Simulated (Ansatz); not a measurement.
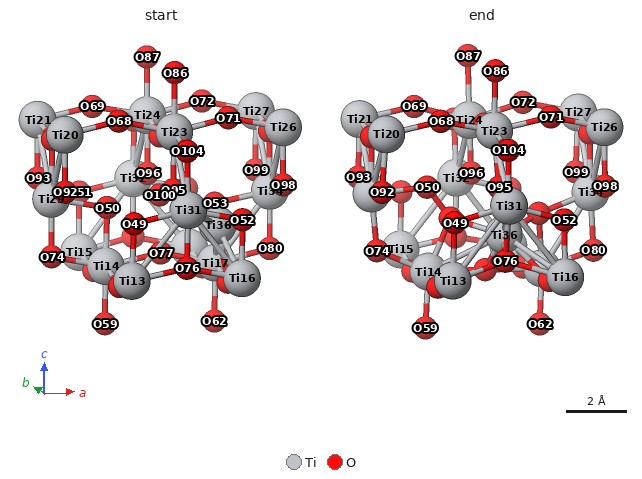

The structure of a defect cell of composition Ti36O73 before (left) and after (right) a relaxation, at one scale.

Style: ball-and-stick. Shown: the atoms within 5.0 Å of the atom that moves most (axes of the cell of the calculation (origin shifted)), slightly off an axis.

The calculation used Ansatz, DFT, PBEsol, PAW, plane waves. Settings: plane-wave cutoff 420 eV; k-point mesh 1 × 1 × 1; mesh shifted by (0.25, 0.25, 0.25); no spin polarisation; atoms relaxed in a fixed cell; force threshold 0.03 eV/Å; at most 80 steps.

Describe what moved and what it gained.

Answer. Over 29 geometry steps the energy falls by 11.978 eV per cell of the calculation. The largest force component goes from 3 to 0.007 eV/Å. The atom that moves furthest is an O atom (1.33 Å roughly along [−3 −1 −2]). By element the largest moves are O 1.33 Å, Ti 1.25 Å. The cell doesn't change. Among the contacts that change: Ti–Ti 4.183 → 3.015 Å, O–Ti 1.993 → 3.020 Å, O–Ti 3.005 → 1.980 Å, O–Ti 1.988 → 2.955 Å. New bonds form, among them: O–O (1.85 → 1.37 Å), O–Ti (2.58 → 1.99 Å), O–Ti (2.67 → 1.90 Å), O–Ti (2.71 → 2.06 Å). Bonds break, among them: O–Ti (1.99 → 2.96 Å), O–Ti (1.99 → 3.02 Å). Bond angles that change, for instance: Ti–O–Ti 102.6° → 153.0°, Ti–Ti–O 148.7° → 98.5°, Ti–O–Ti 128.3° → 153.6°.
